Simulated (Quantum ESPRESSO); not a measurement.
# Band-structure run, with input and output: CsPbCl3 (part 3 of 3)

The same run, continued: CsPbCl3 (Pm-3m, 5 atoms in the cell); Kohn-Sham DFT of a periodic cell, r2SCAN, SG15 PBE 1.2, no spin polarisation (Quantum ESPRESSO 7.5); cutoff 789.13 eV, 5×5×5 k-mesh, fermi-dirac of 0.05 eV. The structure derives from an entry of the Crystallography Open Database.

Geometry of the input (Å; fractional positions):
```
5.6050  0.0000  0.0000
0.0000  5.6050  0.0000
0.0000  0.0000  5.6050
Pb 0.5000  0.5000  0.5000
Cs 0.0000  0.0000  0.0000
Cl 0.5000  0.0000  0.5000
Cl 0.0000  0.5000  0.5000
Cl 0.5000  0.5000  0.0000
```

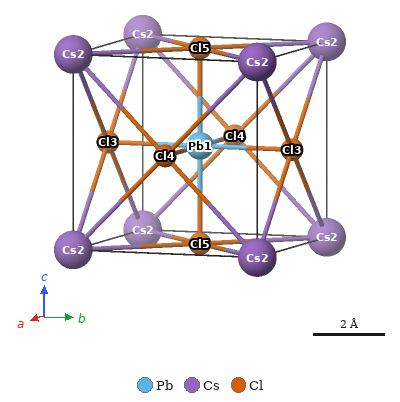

**Figure 1.** The structure as given in the input (ball-and-stick view of the cell of the calculation, seen slightly off an axis; atoms are numbered from 1 in the order of the input).

### Output, continued
```
   -18.0519 -12.7307 -12.6160 -12.3968 -12.3967 -12.3956 -11.6620 -11.3730
   -11.0731  -4.6197  -4.3513  -4.3469  -4.3195  -0.1865   0.0770   0.5942
     0.8760   1.0322   1.3560   1.3825   1.4689   2.1804   7.2498   8.5513
     8.6404   9.5506   9.9951  10.0574  10.7074  10.9307  11.1037

          k = 0.2000-0.2000-0.4000 (  8850 PWs)   bands (ev):

   -18.0519 -12.7307 -12.6160 -12.3968 -12.3967 -12.3956 -11.6620 -11.3730
   -11.0731  -4.6197  -4.3513  -4.3469  -4.3195  -0.1865   0.0770   0.5942
     0.8760   1.0322   1.3560   1.3825   1.4689   2.1804   7.2498   8.5513
     8.6404   9.5506   9.9951  10.0574  10.7074  10.9307  11.1037

          k = 0.2000-0.2000-0.2000 (  8868 PWs)   bands (ev):

   -18.0530 -12.7310 -12.7310 -12.3956 -12.3956 -12.3956 -11.8077 -11.0747
   -11.0747  -4.3469  -4.3469  -4.3180  -4.2362  -0.2478  -0.2478   0.3080
     1.0217   1.0217   1.3959   1.4135   1.4135   1.4191   8.5703   8.8053
     8.8053   9.3045   9.5719   9.5719  10.5403  10.5403  10.8758

          k = 0.4000 0.0000 0.0000 (  8866 PWs)   bands (ev):

   -18.0532 -12.8228 -12.6725 -12.3961 -12.3961 -12.3942 -11.6969 -11.3535
   -10.8759  -4.3281  -4.3224  -4.3224  -3.9974  -0.7351  -0.7351   0.6611
     1.1516   1.1706   1.1706   1.2626   1.2626   1.9558   7.6010   9.0693
     9.5477   9.7238   9.7238   9.8189  10.2344  11.2875  11.2875

          k = 0.4000 0.0000 0.2000 (  8869 PWs)   bands (ev):

   -18.0525 -12.7876 -12.6339 -12.3967 -12.3960 -12.3949 -11.6780 -11.3655
   -10.9759  -4.3441  -4.3354  -4.3167  -4.3136  -0.6912  -0.0838   0.6031
     1.0017   1.1406   1.2073   1.2578   1.4348   2.0797   7.4321   8.8192
     9.3873   9.5667   9.7427   9.9747  10.4304  10.9761  11.0866

          k = 0.4000 0.0000 0.4000 (  8878 PWs)   bands (ev):

   -18.0514 -12.7587 -12.5257 -12.3978 -12.3960 -12.3960 -11.5972 -11.4423
   -11.1499  -4.7023  -4.3576  -4.3490  -4.3075  -0.6143   0.5016   0.7757
     0.9967   1.0927   1.1119   1.2369   1.6254   2.6270   7.1468   7.2074
     9.3505   9.8900  10.0709  10.6595  10.7435  10.7592  10.8801

          k = 0.4000 0.0000-0.4000 (  8878 PWs)   bands (ev):

   -18.0514 -12.7587 -12.5257 -12.3978 -12.3960 -12.3960 -11.5972 -11.4423
   -11.1499  -4.7023  -4.3576  -4.3490  -4.3075  -0.6143   0.5016   0.7757
     0.9967   1.0927   1.1119   1.2369   1.6254   2.6270   7.1468   7.2074
     9.3505   9.8900  10.0709  10.6595  10.7435  10.7592  10.8801

          k = 0.4000 0.0000-0.2000 (  8869 PWs)   bands (ev):

   -18.0525 -12.7876 -12.6339 -12.3967 -12.3960 -12.3949 -11.6780 -11.3655
   -10.9759  -4.3441  -4.3354  -4.3167  -4.3136  -0.6912  -0.0838   0.6031
     1.0017   1.1406   1.2073   1.2578   1.4348   2.0797   7.4321   8.8192
     9.3873   9.5667   9.7427   9.9748  10.4304  10.9762  11.0867

          k = 0.4000 0.2000 0.0000 (  8869 PWs)   bands (ev):

   -18.0525 -12.7876 -12.6339 -12.3967 -12.3960 -12.3949 -11.6780 -11.3655
   -10.9759  -4.3441  -4.3354  -4.3167  -4.3136  -0.6912  -0.0838   0.6031
     1.0017   1.1406   1.2073   1.2578   1.4348   2.0797   7.4321   8.8192
     9.3873   9.5667   9.7427   9.9747  10.4304  10.9761  11.0867

          k = 0.4000 0.2000 0.2000 (  8850 PWs)   bands (ev):

   -18.0519 -12.7307 -12.6160 -12.3968 -12.3967 -12.3956 -11.6620 -11.3730
   -11.0731  -4.6197  -4.3513  -4.3469  -4.3195  -0.1865   0.0770   0.5942
     0.8760   1.0322   1.3560   1.3825   1.4689   2.1804   7.2498   8.5513
     8.6404   9.5506   9.9951  10.0574  10.7074  10.9307  11.1037

          k = 0.4000 0.2000 0.4000 (  8876 PWs)   bands (ev):

   -18.0509 -12.6798 -12.5256 -12.3979 -12.3967 -12.3967 -11.5911 -11.4406
   -11.2411  -4.9848  -4.3688  -4.3640  -4.3327   0.0019   0.5599   0.7513
     0.8219   0.9963   1.3849   1.4269   1.6279   2.7255   6.9471   7.0132
     8.3097   9.9189  10.2765  10.3758  10.6424  10.7707  11.1686

          k = 0.4000 0.2000-0.4000 (  8876 PWs)   bands (ev):

   -18.0509 -12.6798 -12.5256 -12.3979 -12.3967 -12.3967 -11.5911 -11.4406
   -11.2411  -4.9848  -4.3688  -4.3640  -4.3327   0.0019   0.5599   0.7513
     0.8219   0.9963   1.3849   1.4269   1.6279   2.7255   6.9471   7.0132
     8.3097   9.9189  10.2765  10.3758  10.6424  10.7706  11.1687

          k = 0.4000 0.2000-0.2000 (  8850 PWs)   bands (ev):

   -18.0519 -12.7307 -12.6160 -12.3968 -12.3967 -12.3956 -11.6620 -11.3730
   -11.0731  -4.6197  -4.3513  -4.3469  -4.3195  -0.1865   0.0770   0.5942
     0.8760   1.0322   1.3560   1.3825   1.4689   2.1804   7.2498   8.5513
     8.6404   9.5506   9.9951  10.0574  10.7074  10.9307  11.1037

          k = 0.4000 0.4000 0.0000 (  8878 PWs)   bands (ev):

   -18.0514 -12.7587 -12.5257 -12.3978 -12.3960 -12.3960 -11.5972 -11.4423
   -11.1499  -4.7023  -4.3576  -4.3490  -4.3075  -0.6143   0.5016   0.7757
     0.9967   1.0927   1.1119   1.2369   1.6254   2.6270   7.1468   7.2074
     9.3505   9.8900  10.0709  10.6595  10.7435  10.7592  10.8801

          k = 0.4000 0.4000 0.2000 (  8876 PWs)   bands (ev):

   -18.0509 -12.6798 -12.5256 -12.3979 -12.3967 -12.3967 -11.5911 -11.4406
   -11.2411  -4.9848  -4.3688  -4.3640  -4.3327   0.0019   0.5599   0.7513
     0.8219   0.9963   1.3849   1.4269   1.6279   2.7255   6.9471   7.0132
     8.3097   9.9189  10.2765  10.3758  10.6424  10.7707  11.1686

          k = 0.4000 0.4000 0.4000 (  8847 PWs)   bands (ev):

   -18.0499 -12.5255 -12.5255 -12.3979 -12.3979 -12.3979 -11.5600 -11.4379
   -11.4379  -5.3438  -4.3868  -4.3868  -4.3737   0.6474   0.7119   0.7119
     0.9539   0.9539   1.6133   1.6133   1.6448   3.2028   6.6421   6.6421
     6.7735   9.8454  10.2326  10.2326  10.2740  11.1578  11.1578

          k = 0.4000 0.4000-0.4000 (  8847 PWs)   bands (ev):

   -18.0499 -12.5255 -12.5255 -12.3979 -12.3979 -12.3979 -11.5600 -11.4379
   -11.4379  -5.3438  -4.3868  -4.3868  -4.3737   0.6474   0.7119   0.7119
     0.9539   0.9539   1.6133   1.6133   1.6448   3.2028   6.6421   6.6421
     6.7735   9.8454  10.2326  10.2326  10.2740  11.1578  11.1578

          k = 0.4000 0.4000-0.2000 (  8876 PWs)   bands (ev):

   -18.0509 -12.6798 -12.5256 -12.3979 -12.3967 -12.3967 -11.5911 -11.4406
   -11.2411  -4.9848  -4.3688  -4.3640  -4.3327   0.0019   0.5599   0.7513
     0.8219   0.9963   1.3849   1.4269   1.6279   2.7255   6.9471   7.0132
     8.3097   9.9189  10.2765  10.3758  10.6424  10.7706  11.1686

          k = 0.4000-0.4000 0.0000 (  8878 PWs)   bands (ev):

   -18.0514 -12.7587 -12.5257 -12.3978 -12.3960 -12.3960 -11.5972 -11.4423
   -11.1499  -4.7023  -4.3576  -4.3490  -4.3075  -0.6143   0.5016   0.7757
     0.9967   1.0927   1.1119   1.2369   1.6254   2.6270   7.1468   7.2074
     9.3505   9.8900  10.0709  10.6595  10.7435  10.7592  10.8801

          k = 0.4000-0.4000 0.2000 (  8876 PWs)   bands (ev):

   -18.0509 -12.6798 -12.5256 -12.3979 -12.3967 -12.3967 -11.5911 -11.4406
   -11.2411  -4.9848  -4.3688  -4.3640  -4.3327   0.0019   0.5599   0.7513
     0.8219   0.9963   1.3849   1.4269   1.6279   2.7255   6.9471   7.0132
     8.3097   9.9189  10.2765  10.3758  10.6424  10.7706  11.1686

          k = 0.4000-0.4000 0.4000 (  8847 PWs)   bands (ev):

   -18.0499 -12.5255 -12.5255 -12.3979 -12.3979 -12.3979 -11.5600 -11.4379
   -11.4379  -5.3438  -4.3868  -4.3868  -4.3737   0.6474   0.7119   0.7119
     0.9539   0.9539   1.6133   1.6133   1.6448   3.2028   6.6421   6.6421
     6.7735   9.8454  10.2326  10.2326  10.2740  11.1578  11.1578

          k = 0.4000-0.4000-0.4000 (  8847 PWs)   bands (ev):

   -18.0499 -12.5255 -12.5255 -12.3979 -12.3979 -12.3979 -11.5600 -11.4379
   -11.4379  -5.3438  -4.3868  -4.3868  -4.3737   0.6474   0.7119   0.7119
     0.9539   0.9539   1.6133   1.6133   1.6448   3.2028   6.6421   6.6421
     6.7735   9.8454  10.2326  10.2326  10.2740  11.1578  11.1578

          k = 0.4000-0.4000-0.2000 (  8876 PWs)   bands (ev):

   -18.0509 -12.6798 -12.5256 -12.3979 -12.3967 -12.3967 -11.5911 -11.4406
   -11.2411  -4.9848  -4.3688  -4.3640  -4.3327   0.0019   0.5599   0.7513
     0.8219   0.9963   1.3849   1.4269   1.6279   2.7255   6.9471   7.0132
     8.3097   9.9189  10.2765  10.3758  10.6424  10.7706  11.1686

          k = 0.4000-0.2000 0.0000 (  8869 PWs)   bands (ev):

   -18.0525 -12.7876 -12.6339 -12.3967 -12.3960 -12.3949 -11.6780 -11.3655
   -10.9759  -4.3441  -4.3354  -4.3167  -4.3136  -0.6912  -0.0838   0.6031
     1.0017   1.1406   1.2073   1.2578   1.4348   2.0797   7.4321   8.8192
     9.3873   9.5667   9.7427   9.9747  10.4304  10.9761  11.0867

          k = 0.4000-0.2000 0.2000 (  8850 PWs)   bands (ev):

   -18.0519 -12.7307 -12.6160 -12.3968 -12.3967 -12.3956 -11.6620 -11.3730
   -11.0731  -4.6197  -4.3513  -4.3469  -4.3195  -0.1865   0.0770   0.5942
     0.8760   1.0322   1.3560   1.3825   1.4689   2.1804   7.2498   8.5513
     8.6404   9.5506   9.9951  10.0574  10.7074  10.9308  11.1038

          k = 0.4000-0.2000 0.4000 (  8876 PWs)   bands (ev):

   -18.0509 -12.6798 -12.5256 -12.3979 -12.3967 -12.3967 -11.5911 -11.4406
   -11.2411  -4.9848  -4.3688  -4.3640  -4.3327   0.0019   0.5599   0.7513
     0.8219   0.9963   1.3849   1.4269   1.6279   2.7255   6.9471   7.0132
     8.3097   9.9189  10.2765  10.3758  10.6424  10.7706  11.1687

          k = 0.4000-0.2000-0.4000 (  8876 PWs)   bands (ev):

   -18.0509 -12.6798 -12.5256 -12.3979 -12.3967 -12.3967 -11.5911 -11.4406
   -11.2411  -4.9848  -4.3688  -4.3640  -4.3327   0.0019   0.5599   0.7513
     0.8219   0.9963   1.3849   1.4269   1.6279   2.7255   6.9471   7.0132
     8.3097   9.9189  10.2765  10.3758  10.6424  10.7707  11.1687

          k = 0.4000-0.2000-0.2000 (  8850 PWs)   bands (ev):

   -18.0519 -12.7307 -12.6160 -12.3968 -12.3967 -12.3956 -11.6620 -11.3730
   -11.0731  -4.6197  -4.3513  -4.3469  -4.3195  -0.1865   0.0770   0.5942
     0.8760   1.0322   1.3560   1.3825   1.4689   2.1804   7.2498   8.5513
     8.6404   9.5506   9.9951  10.0574  10.7074  10.9307  11.1038

     the Fermi energy is     5.1500 ev

!    total energy              =    -243.91108650 Ry
     estimated scf accuracy    <          2.9E-09 Ry
     smearing contrib. (-TS)   =      -0.00000000 Ry
     internal energy E=F+TS    =    -243.91108650 Ry

     The total energy is F=E-TS. E is the sum of the following terms:
     one-electron contribution =     -95.72197212 Ry
     hartree contribution      =      64.27663674 Ry
     xc contribution           =     -37.52432901 Ry
     ewald contribution        =    -174.94142211 Ry

     convergence has been achieved in  11 iterations

     Forces acting on atoms (cartesian axes, Ry/au):

     atom    1 type  1   force =    -0.00000163   -0.00000642   -0.00000504
     atom    2 type  2   force =     0.00000037    0.00000170    0.00000129
     atom    3 type  3   force =     0.00000047    0.00000223    0.00000107
     atom    4 type  3   force =     0.00000050    0.00000123    0.00000093
     atom    5 type  3   force =     0.00000029    0.00000127    0.00000176

     Total force =     0.000009     Total SCF correction =     0.000006
     SCF correction compared to forces is large: reduce conv_thr to get better values

     Computing stress (Cartesian axis) and pressure

          total   stress  (Ry/bohr**3)                   (kbar)     P=        5.21
   0.00003545   0.00000000   0.00000000            5.21        0.00        0.00
   0.00000000   0.00003545  -0.00000000            0.00        5.21       -0.00
   0.00000000  -0.00000000   0.00003545            0.00       -0.00        5.21

=------------------------------------------------------------------------------=
   JOB DONE.
=------------------------------------------------------------------------------=
```

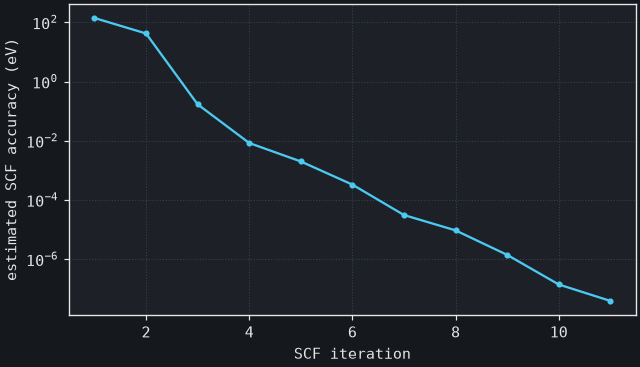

**Figure 2.** Convergence of the self-consistent field: estimated SCF accuracy against the iteration. The field takes 11 iterations in all.

### Summary

```json
{"quantity": "outcome", "value": "converged"}
{"quantity": "space group (tolerance 0.01 Å)", "value": "Pm-3m (221)"}
{"quantity": "electrons treated", "value": "44"}
{"quantity": "free energy", "value": "−3318.5794 eV"}
{"quantity": "Fermi energy of the self-consistent step", "value": "5.150 eV"}
{"quantity": "gap on the k-point mesh", "value": "3.44 eV"}
{"quantity": "gap on the band path", "value": "2.46 eV"}
{"quantity": "pressure", "value": "0.52 GPa"}
{"quantity": "largest force (length of the vector)", "value": "under 0.001 eV/Å"}
{"quantity": "wall time", "value": "5.4 min (CPU time 11 min)"}
{"quantity": "peak memory", "value": "0.58 GiB"}
```

### Notes

Further notes kept with the run: potentials made for another functional; this file of Cl or I parts from the other sets. Notes on the run: SCF correction compared to forces is large. Points of doubt noted for this run: potentials made for another functional; this file of cl or i parts from the other sets. Spin–orbit coupling is left out, which matters for Pb.
